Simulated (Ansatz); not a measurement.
**Single-point calculation, with input and output: HfO$_{2}$**

System: HfO$_{2}$ (12 atoms in the cell).
Method: DFT PBE+D3(BJ), scalar-relativistic, plane waves, PAW, no spin polarisation (Ansatz 0.2.0).

The structure derives from an entry of the Crystallography Open Database. Figures and captions count atoms from 1; the log counts them from 0 in places.

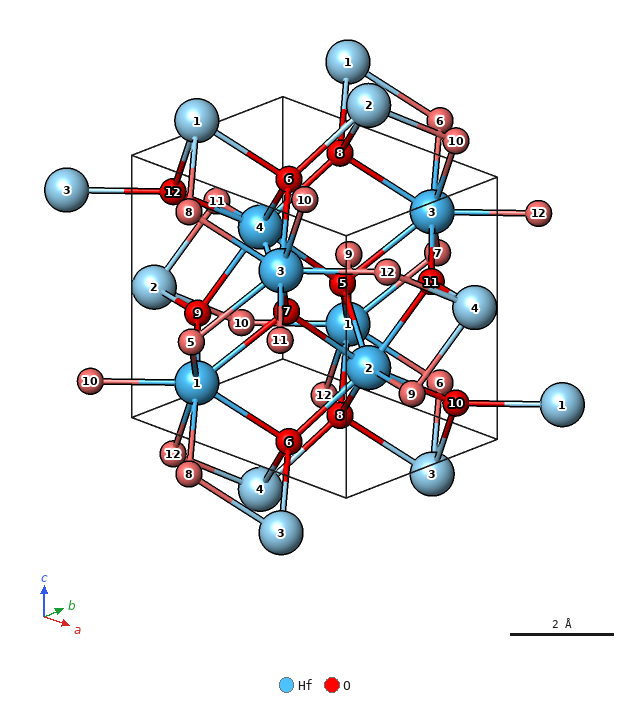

**Figure 1.** The structure as given in the input (ball-and-stick view of the cell of the calculation, seen at an oblique angle; neighbours outside the cell are drawn fainter; atoms are numbered from 1 in the order of the input).

**Key numbers**

- outcome: converged
- space group (tolerance 0.01 Å): P2₁/c (14)
- electrons treated: 152
- free energy: −67449.3411 eV
- Fermi energy: 16.198 eV
- gap on the k-point mesh: 4.15 eV
- pressure: 2.59 GPa
- largest force (length of the vector): 0.484 eV/Å
- hardware: 8 threads of Intel Xeon (Granite Rapids), 32 GiB of memory available, shared host
- wall time: 1.5 s (CPU time 10 s)
- peak memory: 0.98 GiB

**Remarks**

Spin–orbit coupling is left out, which matters for Hf.

**Input file**
```yaml
crystal:
  lattice:
    - [5.118, 0.0, 0.0]
    - [0.0, 5.1857, 0.0]
    - [-0.85866, 0.0, 5.21387]
  atoms:
    - { symbol: Hf, position: [0.2755, 0.0397, 0.208] }
    - { symbol: Hf, position: [0.7245, 0.5397, 0.292] }
    - { symbol: Hf, position: [0.7245, 0.9603, 0.792] }
    - { symbol: Hf, position: [0.2755, 0.4603, 0.708] }
    - { symbol: O, position: [0.4487, 0.7581, 0.4801] }
    - { symbol: O, position: [0.5513, 0.2581, 0.0199] }
    - { symbol: O, position: [0.5513, 0.2419, 0.5199] }
    - { symbol: O, position: [0.4487, 0.7419, 0.9801] }
    - { symbol: O, position: [0.0742, 0.3316, 0.3467] }
    - { symbol: O, position: [0.9258, 0.8316, 0.1533] }
    - { symbol: O, position: [0.9258, 0.6684, 0.6533] }
    - { symbol: O, position: [0.0742, 0.1684, 0.8467] }
basis:
  ecutwfc: 420
kpoints:
  mp_grid: { grid: [4, 4, 4] }
hamiltonian:
  xc: pbe
  dispersion: d3bj
scf:
  occupations: { method: gaussian, width: 0.1 }
output:
  forces: true
  stress: true
  eigenvalues: true
```

Run as:
```bash
ansatz run input.yaml --threads 8 --pin off --max-ram 20480MiB --backend cpu --events-out ev --progress --plain --runs-dir out
```

**Output**
```
Engine: ansatz 0.2.0, x86_64-unknown-linux-gnu
Pseudopotentials: kind: paw
Pseudopotential: Hf, paw, valence charge 26, recommended cutoff 420 eV (normal), Hf.paw.azcp
Pseudopotential: O, paw, valence charge 6, recommended cutoff 420 eV (normal), O.paw.azcp
Functional definition: PBE
  parameter kappa = 0.804
  parameter beta = 0.06672455060314922
  exchange = pbe_x(kappa = kappa, mu = beta*pi^2/3)
  correlation = pbe_c(beta = beta)
Crystal: 12 atoms, lattice volume = 138.378 Å³
Basis set: ecut = 420 eV, 2699 PW (Γ), exchange–correlation on 72×72×72 points (8 copies of the dense FFT grid, shifted against one another)
Bands: 92, of which v1, the nominal top of the filled ones, is band 76 counted from 1 (75 counted from 0)
Symmetry: 4 space group operations
Space group: P21/c (ITA 14), of the structure as read, at distance tolerance 5.2e-5 Å
k-points: 30 of 64
Non-local potential: Hf, projectors of the file, l = 0: 3, l = 1: 2, l = 2: 2, l = 3: 3
Non-local potential: O, projectors of the file, l = 0: 2, l = 1: 2, l = 2: 1
PAW form: soft (Blöchl's): semilocal exchange-correlation on the pseudo side does not see the compensation charge
PAW one-centre angular grid: Hf, 590 points (default); XC on 64 Gauss nodes
PAW one-centre angular grid: O, 110 points (default); XC on 64 Gauss nodes
Initial density: superposition of atomic densities (neutral atoms: chi_scale 0, normalization atom), corrected by the library's trained network
Initial wavefunctions: pseudopotential atomic-orbital guess
Functional: x = pbe(κ = 0.804, μ = 0.2195149727645171), c = pbe(β = 0.06672455060314922)
SCF iter   1: F=—  HF=-67449.339011 eV  |F-HF|=—  |Δ(HF+E_count)|=         —  Δρ=2.98e-3  dr2=5.21e-3  ethr=1.77e-3  ⟨swp⟩=5.0  Hψ=8702  notcnv=0  defer=10
preconditioner: auto → Resta (q_TF=auto, 2.771 Å⁻¹)  ε∞=5.3  [insulator: Δε(μ)=4.167 eV  Ē_g=18.204 eV  σ=0.100 eV  W_gap=1.00  n_scr=52 (ndim 8)  ℏωp=37.9 eV  f_vac=0.076  D(μ)=0.00/eV (n_scr^D=0)  ε∞_Penn≈5.3]
SCF iter   2: F=—  HF=-67449.340278 eV  |F-HF|=—  |Δ(HF+E_count)|=   1.27e-3  Δρ=1.51e-3  dr2=1.08e-3  ethr=3.43e-6  ⟨swp⟩=2.0  Hψ=5120  notcnv=0  defer=10
SCF iter   3: F=—  HF=-67449.341014 eV  |F-HF|=—  |Δ(HF+E_count)|=   7.37e-4  Δρ=5.63e-4  dr2=2.60e-4  ethr=7.11e-7  ⟨swp⟩=2.0  Hψ=4143  notcnv=0
automatic band count: iteration 3 solves 88 bands in place of 92: the levels show a gap, and the empty bands left out lie too high to hold charge; the band table lists the bands solved (type scf.n_extra_bands for more)
SCF iter   4: F=—  HF=-67449.341152 eV  |F-HF|=—  |Δ(HF+E_count)|=   1.38e-4  Δρ=1.07e-4  dr2=1.47e-5  ethr=1.71e-7  ⟨swp⟩=2.0  Hψ=4257  notcnv=0
SCF iter   5: F=—  HF=-67449.341148 eV  |F-HF|=—  |Δ(HF+E_count)|=   4.32e-6  Δρ=4.71e-5  dr2=3.17e-6  ethr=9.69e-9  ⟨swp⟩=2.0  Hψ=4301  notcnv=0
SCF iter   6: F=—  HF=-67449.341149 eV  |F-HF|=—  |Δ(HF+E_count)|=   5.73e-7  Δρ=2.03e-5  dr2=4.54e-7  ethr=2.09e-9  ⟨swp⟩=2.0  Hψ=4288  notcnv=0
SCF iter   7: F=-67449.341149 eV  HF=-67449.341149 eV  |F-HF|=6.90e-8  |Δ(HF+E_count)|=   9.20e-8  Δρ=6.84e-6  dr2=6.68e-8  ethr=6.58e-11  ⟨swp⟩=8.9  Hψ=12005  notcnv=0
SCF 1 converged in 7 iterations: F = -67449.341149 eV  dr2 = 6.68e-8
  greatest PAW one-centre occupation: 0.999 electrons in one spin orbital (limit 2), on the Hf atom at site 3 (counted from 0), in its partial waves of l = 0
```

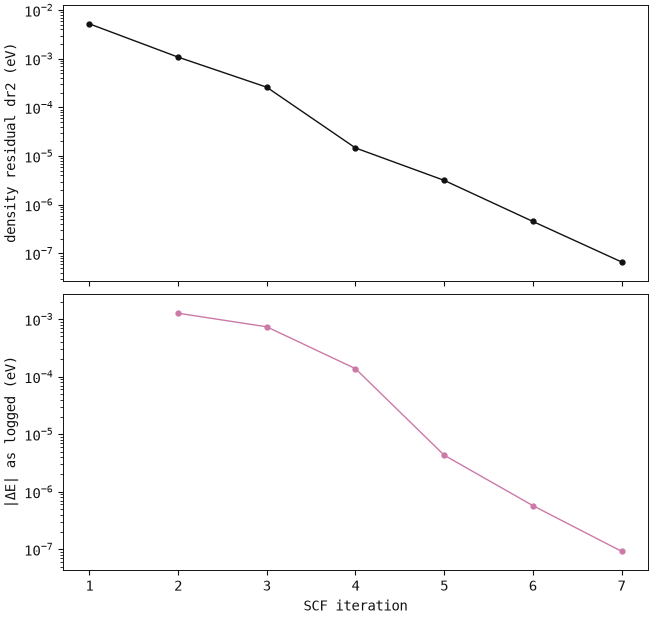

**Figure 2.** Convergence of the self-consistent field: density residual dr2 and size of the energy change against the SCF iteration. The residual falls at every step.

```
SCF converged after 7 iterations
Free energy (F): -67449.341149 eV
Harris-Foulkes:  -67449.341149 eV  (|F-HF|=6.90e-8)
Internal energy: -67449.341149 eV  (E = F + TS)
E sigma→0 (E₀):  -67449.341149 eV
Fermi energy:    16.198167 eV
--- Per-component energies (eV) ---
  E_band       = 13.380172
  E_kinetic    = 3092.445472
  E_local      = -24595.732114  (includes V_loc(G=0)·N_el)
  E_nonlocal   = -4587.061674
  E_hartree    = 11256.356641
  E_xc         = -1792.282389
  E_vxc        = -1820.680465  (∫ρ·V_xc dr)
  E_paw        = -28975.018806  (= ΣΔE_a)
  E_vpaw       = 5411.703261  (= ΣTr[D̂ρ^β])
  E_aug_tail   = 0.019878  (compensation charges beyond the density's cutoff)
  E_ewald      = -21845.358384
  E_disp       = -2.709772  (pairwise vdW)
  E_smearing   = -0.000000  (= −TS)
  E_closure    = -0.000000  (closes the sum)
  Σ components = -67449.341149   (vs F -67449.341149, Δ=0.00e0)
--- Forces (eV/Å), atoms counted from 1 ---
  atom   1  Hf     0.20282891    -0.00156212     0.09024158
  atom   2  Hf    -0.20282891    -0.00156212    -0.09024158
  atom   3  Hf    -0.20282891     0.00156212    -0.09024158
  atom   4  Hf     0.20282891     0.00156212     0.09024158
  atom   5  O     -0.15648041    -0.02921728    -0.07482610
  atom   6  O      0.15648041    -0.02921728     0.07482610
  atom   7  O      0.15648041     0.02921728     0.07482610
  atom   8  O     -0.15648041     0.02921728    -0.07482610
  atom   9  O     -0.41736710     0.18161715    -0.16428059
  atom  10  O      0.41736710     0.18161715     0.16428059
  atom  11  O      0.41736710    -0.18161715     0.16428059
  atom  12  O     -0.41736710    -0.18161715    -0.16428059
  max |Σ_I F_I| component: 5.55e-17 eV/Å
--- Stress (GPa, compression-positive) ---
        2.574331      -0.000000       0.453071
       -0.000000       1.944087      -0.000000
        0.453070      -0.000000       3.248561
  P = ⅓ Tr σ = 2.5890 GPa (25.890 kbar)
--- Band table (eV; the first three rows and the last of 30) ---
  k-point 0: bands = ["-46.1781", "-46.1586", "-46.1550", "-46.1544", "-15.2822", "-15.2535", "-15.2273", "-15.0328", "-14.9678", "-14.9264", "-14.9064", "-14.8684", "-14.8360", "-14.8317", "-14.7783", "-14.7252", "-3.9472", "-2.6129", "-2.4519", "-2.4502", "-1.9634", "-1.9470", "-1.8434", "-1.7196", "3.9415", "3.9515", "3.9517", "3.9526", "3.9580", "3.9636", "3.9683", "3.9688", "3.9726", "3.9730", "3.9752", "3.9792", "3.9799", "3.9813", "3.9858", "3.9901", "3.9932", "3.9948", "3.9959", "3.9984", "4.0019", "4.0095", "4.0117", "4.0219", "4.0305", "4.0421", "4.0524", "4.0913", "8.6750", "8.7713", "9.3000", "9.4940", "9.6006", "9.9490", "10.7730", "11.0512", "11.1870", "11.3689", "11.4506", "11.5622", "12.1576", "12.2500", "12.3218", "12.3226", "12.5534", "13.0104", "13.0895", "13.1350", "13.6273", "13.6436", "13.9810", "14.1213", "18.7054", "19.2715", "19.4465", "19.6675", "19.8377", "20.0783", "20.3652", "20.5106", "20.7557", "20.8441", "21.4545", "21.4868"]
  k-point 1: bands = ["-46.1751", "-46.1609", "-46.1551", "-46.1550", "-15.2414", "-15.1992", "-15.1927", "-15.0703", "-15.0095", "-14.9081", "-14.9072", "-14.8932", "-14.8412", "-14.8216", "-14.7880", "-14.7804", "-3.7073", "-2.5577", "-2.5449", "-2.4329", "-2.0716", "-1.9659", "-1.9316", "-1.7662", "3.9397", "3.9448", "3.9539", "3.9552", "3.9558", "3.9639", "3.9688", "3.9708", "3.9719", "3.9743", "3.9751", "3.9784", "3.9797", "3.9835", "3.9853", "3.9879", "3.9910", "3.9943", "3.9960", "4.0017", "4.0056", "4.0060", "4.0190", "4.0199", "4.0298", "4.0405", "4.0479", "4.0767", "8.8622", "9.0885", "9.5828", "9.6565", "9.8930", "10.1185", "10.5026", "10.8289", "10.8509", "11.3200", "11.5318", "11.6372", "11.8707", "12.1713", "12.1797", "12.4439", "12.6568", "12.7266", "12.8602", "13.2420", "13.3521", "13.5689", "13.8026", "13.9106", "18.7943", "19.1417", "19.2697", "19.7014", "20.1252", "20.1707", "20.6751", "20.7800", "20.9807", "21.0131", "21.1675", "21.5484"]
  k-point 2: bands = ["-46.1678", "-46.1678", "-46.1552", "-46.1552", "-15.1446", "-15.1446", "-15.1320", "-15.1320", "-15.0267", "-15.0267", "-14.8744", "-14.8744", "-14.8501", "-14.8501", "-14.8069", "-14.8069", "-3.1183", "-3.1183", "-2.4226", "-2.4226", "-2.0584", "-2.0584", "-1.9105", "-1.9105", "3.9389", "3.9389", "3.9554", "3.9554", "3.9618", "3.9618", "3.9691", "3.9691", "3.9707", "3.9707", "3.9769", "3.9769", "3.9829", "3.9829", "3.9863", "3.9863", "3.9910", "3.9910", "3.9959", "3.9959", "4.0108", "4.0108", "4.0289", "4.0289", "4.0347", "4.0347", "4.0460", "4.0460", "9.3825", "9.3825", "9.8923", "9.8923", "10.0106", "10.0106", "10.5822", "10.5822", "10.9967", "10.9967", "11.3460", "11.3460", "11.8076", "11.8076", "12.2430", "12.2430", "12.6036", "12.6036", "13.1345", "13.1345", "13.3362", "13.3362", "13.6546", "13.6546", "18.9531", "18.9531", "19.3950", "19.3950", "20.3223", "20.3223", "20.9180", "20.9180", "20.9759", "20.9759", "21.7984", "21.7984"]
  k-point 29: bands = ["-46.1645", "-46.1645", "-46.1585", "-46.1585", "-15.2613", "-15.2613", "-15.2296", "-15.2296", "-14.8978", "-14.8978", "-14.8363", "-14.8363", "-14.8326", "-14.8326", "-14.7695", "-14.7695", "-3.0685", "-3.0685", "-2.7387", "-2.7387", "-1.8748", "-1.8748", "-1.8154", "-1.8154", "3.9481", "3.9481", "3.9548", "3.9548", "3.9638", "3.9638", "3.9646", "3.9646", "3.9779", "3.9779", "3.9785", "3.9785", "3.9819", "3.9819", "3.9891", "3.9891", "3.9911", "3.9911", "3.9915", "3.9915", "4.0042", "4.0042", "4.0174", "4.0174", "4.0313", "4.0313", "4.0495", "4.0495", "9.6069", "9.6069", "9.8796", "9.8796", "10.2114", "10.2114", "10.5830", "10.5830", "11.3381", "11.3381", "11.4579", "11.4579", "11.7970", "11.7970", "11.8890", "11.8890", "12.6066", "12.6066", "12.9334", "12.9334", "13.1185", "13.1185", "13.4101", "13.4101", "18.7628", "18.7628", "19.4657", "19.4657", "19.8508", "19.8508", "20.2530", "20.2530", "21.1292", "21.1292", "21.2420", "21.2420"]
```

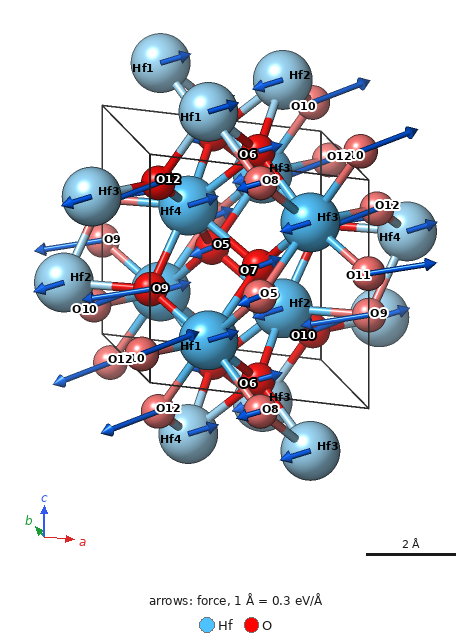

**Figure 3.** Forces on the atoms as blue arrows (ball-and-stick view of the cell of the calculation, seen slightly off an axis; neighbours outside the cell are drawn fainter; atoms are numbered from 1 in the order of the input). The largest act on O9, O10, O11, O12 (0.48 eV/Å); all 4 Hf atoms (0.22 eV/Å); O5, O6, O7, O8 (0.18 eV/Å). The geometry is not a stationary point of this energy.

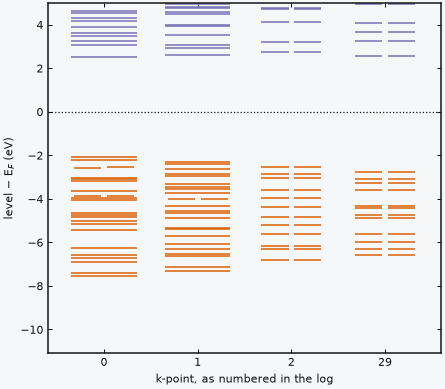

**Figure 4.** Kohn–Sham levels near the Fermi level (dotted) at the few k-points that the log prints; levels within 0.02 eV of each other stand side by side. Among these points the highest filled and lowest empty levels are 4.58 eV apart; the gap on the full mesh, 4.15 eV, has an edge at a point that isn't printed.
